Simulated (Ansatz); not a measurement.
Input

```
crystal:
  lattice:
    - [1.9933860993, 1.9933860993, 0.0]
    - [-1.9933860993, 1.9933860993, 0.0]
    - [0.0, 0.0, 3.9867721986]
  atoms:
    - { symbol: Ir, position: [0.0, 0.0, 0.0] }
    - { symbol: Ir, position: [0.5, 0.5, 0.5] }
basis:
  ecutwfc: 420
kpoints:
  mp_grid: { grid: [18, 18, 14] }
hamiltonian:
  xc: pbe
scf:
  occupations: { method: gaussian, width: 0.1 }
output:
  forces: true
  stress: true
  eigenvalues: true
  write_density: true
  write_potential: true
  elf: true
  volumetric_format: npy
```

Run with:

```sh
ansatz run input.yaml --threads 1 --pin off --max-ram 2560MiB --backend cpu --events-out ev --progress --plain --runs-dir out
```

Below, planes, directions and counts refer to the conventional cell (a = 3.99 Å, b = 3.99 Å, c = 3.99 Å, α = 90.00°, β = 90.00°, γ = 90.00°).

Space group Fm-3m; a structure from a database of computed crystals, not necessarily the ambient phase; changed on purpose from its base cell (equal strain along all axes, cell held, atoms relaxed: +3.0 %); computed pressure about −25 GPa in this cell; computed without spin polarisation.

The calculation used Ansatz, DFT PBE, scalar-relativistic, plane waves, PAW.

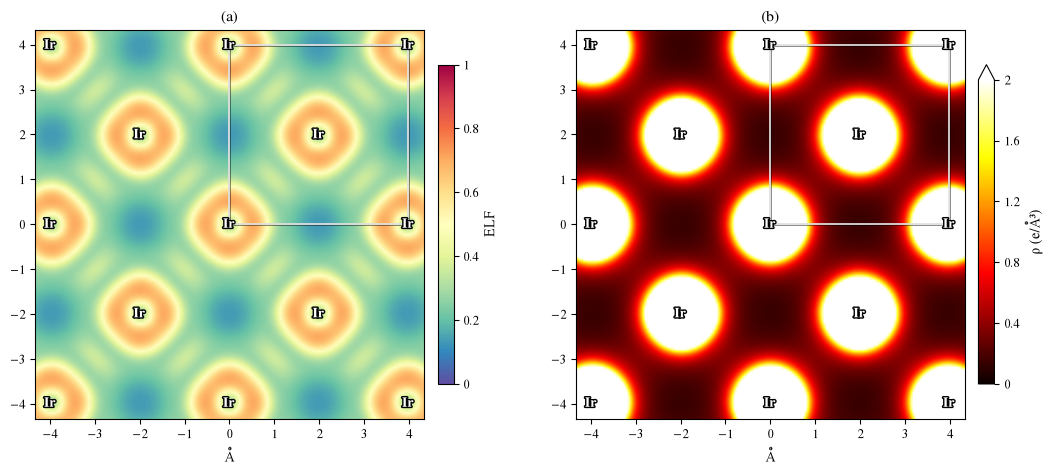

Ir. (a) electron localisation function; (b) valence charge density (pseudo) on the (001) plane of the conventional cell.

The density is the valence pseudo-density of a PAW calculation; it isn't the true density close to the nuclei.

Q: What do the fields say about this system?

A: Atoms in the plane: Ir. Ir–Ir (2.82 Å): the density is about 0.37 e/Å³ at the midpoint; the ELF is about 0.35 at the midpoint; no localised pair shows between them. Between the atoms the lowest density in this plane is 0.14 e/Å³. The features right at Ir lie inside the PAW spheres, where the map follows smoothed inner orbitals and isn't to be read closely.

Q: Does the calculation make it a metal, or give it a gap?

A: It is gapless in this calculation (a metal or semimetal).
